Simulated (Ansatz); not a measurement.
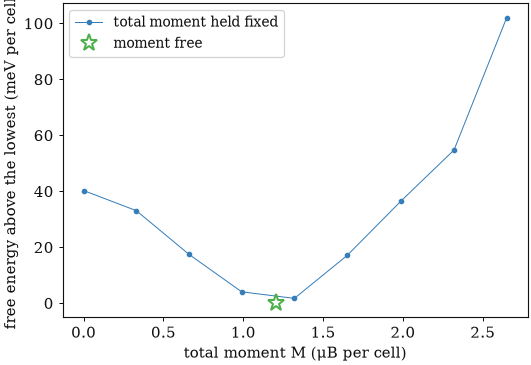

Fixed-spin-moment scan.
- system: Fe (Fm-3m, 1 atom in the cell)
- method: DFT, PBE, PAW, plane waves, scalar-relativistic (Ansatz 0.2.0); cutoff 420 eV, 11×11×11 k-mesh, Fermi–Dirac smearing of 0.1 eV, collinear spins

Question: What does the curve say about the magnetic state?

Answer: Among the held moments the energy is lowest at M = 1.3 μB. The best free run ends at M = 1.2 μB, at or below every held value. Antiparallel orders weren't tried, and these are the states found from these starts; lower ones may exist.

Question: How far does the point at M = 0 lie above the minimum?

Answer: About 40 meV per cell. That run is non-magnetic, so this is the energy of forming the moments.
